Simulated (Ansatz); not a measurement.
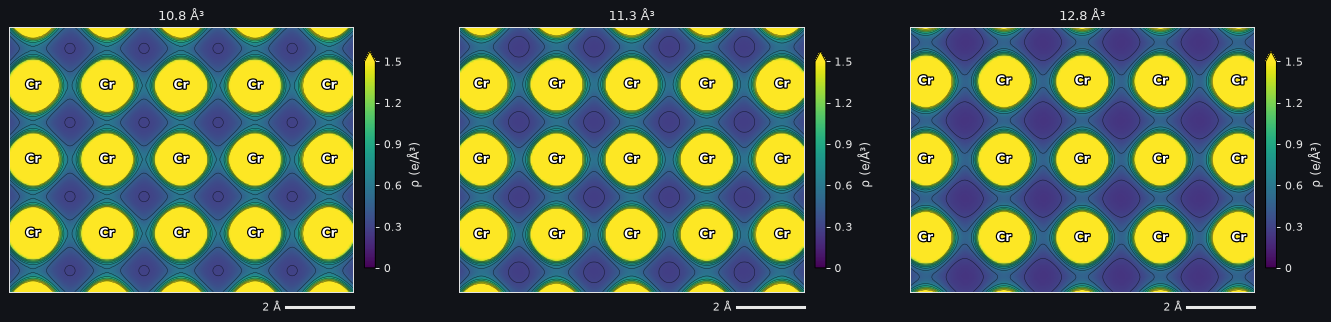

Cr. The valence charge density (pseudo) of cells scaled evenly to different volumes (given per atom above each panel), on the (100) plane of each (indices in the axes of the cell below), at one length scale and on one colour scale.

A generated structure, not necessarily the stable one; the program warned that a starting moment wasn't kept; spin-polarised, but the moments vanished.

Theory: DFT, PBEsol, plane waves (420 eV) with PAW, scalar-relativistic in Ansatz.

Core electrons are frozen (PAW), and the valence fields are smoothed inside the atomic spheres.

The largest cell:

```
Cr
1.0
     2.39453    0.00000    0.00000
     0.00000    2.39453    0.00000
     0.00000    0.00000    2.39453
Cr
1
Direct
  0.00000 0.00000 0.00000
```

| volume (Å³/atom) | Cr–Cr contact in the plane (Å) | ρ at its midpoint (e/Å³) | 
| --- | --- | --- |
| 10.79 | 2.210 | 0.592 | 
| 11.28 | 2.243 | 0.562 | 
| 12.26 | 2.306 | ? | 
| 12.75 | 2.336 | 0.479 | 
| 13.73 | 2.395 | 0.436 | 

**Estimate the missing row, and compare with the calculation.**

Over the known rows ln ρ falls by 1.67 per Å of Cr–Cr distance (a least-squares line), which gives 0.505 e/Å³ at 2.306 Å; the calculation gives 0.504 e/Å³.
